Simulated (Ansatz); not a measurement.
Consider Ni.

Input file:

```
crystal:
  lattice:
    - [-1.3590661858, 1.3590661858, 1.3590661858]
    - [1.3590661858, -1.3590661858, 1.3590661858]
    - [2.7181323716, 2.7181323716, 0.0]
  atoms:
    - { symbol: Ni, position: [-0.0207127514, -0.0207127514, 0.0] }
    - { symbol: Ni, position: [0.5207127514, 0.5207127514, 0.5] }
basis:
  ecutwfc: 520.0
kpoints:
  mp_grid: { grid: [20, 20, 12] }
hamiltonian:
  xc: lda
  pseudopotentials: { kind: paw, azcp: { folder: soft_1 } }
scf:
  occupations: { method: gaussian, width: 0.15 }
output:
  forces: true
  stress: true
  eigenvalues: true
  write_density: true
  write_potential: true
  elf: true
  volumetric_format: npy
```

Launched as:

```sh
ansatz run input.yaml --threads 2 --pin off --max-ram 4096MiB --backend cpu --events-out ev --progress --plain --runs-dir out
```

Below, planes, directions and counts refer to the conventional cell (a = 3.84 Å, b = 2.72 Å, c = 3.84 Å, α = 90.00°, β = 90.00°, γ = 90.00°).

Space group Cmcm; a structure from a database of computed crystals, not necessarily the ambient phase; not relaxed (largest force 0.6 eV/Å); computed without spin polarisation; PAW files of the earlier set (soft_1).

These are results of DFT LDA, scalar-relativistic, plane waves, PAW in Ansatz, not measurements.

### Predict the valence pseudo-density and electron localisation function between the atoms.

Ni–Ni (2.29 Å): ρ is about 0.45 e/Å³ halfway; the ELF is about 0.25 at the midpoint: no localised pair shows between them.
Ni–Ni (2.42 Å): the density is about 0.35 e/Å³ at the midpoint; the ELF is about 0.25 at the midpoint: no shared electron pair shows on this line.

### Does the calculation give a band gap?

It is metallic or semimetallic at this level of theory: no gap opens.

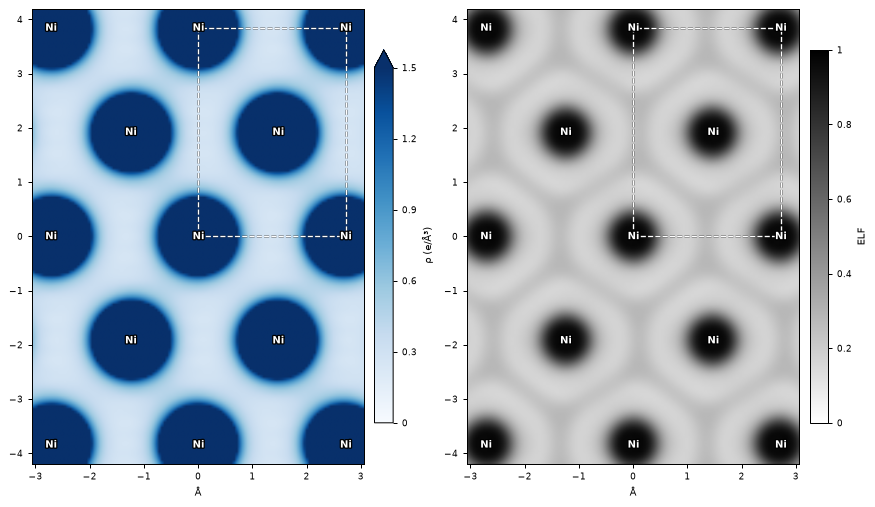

Computed valence pseudo-density and electron localisation function on the (100) plane of the conventional cell, in this order. 

In a PAW calculation such maps are meaningful between the atoms, not at the nuclei.
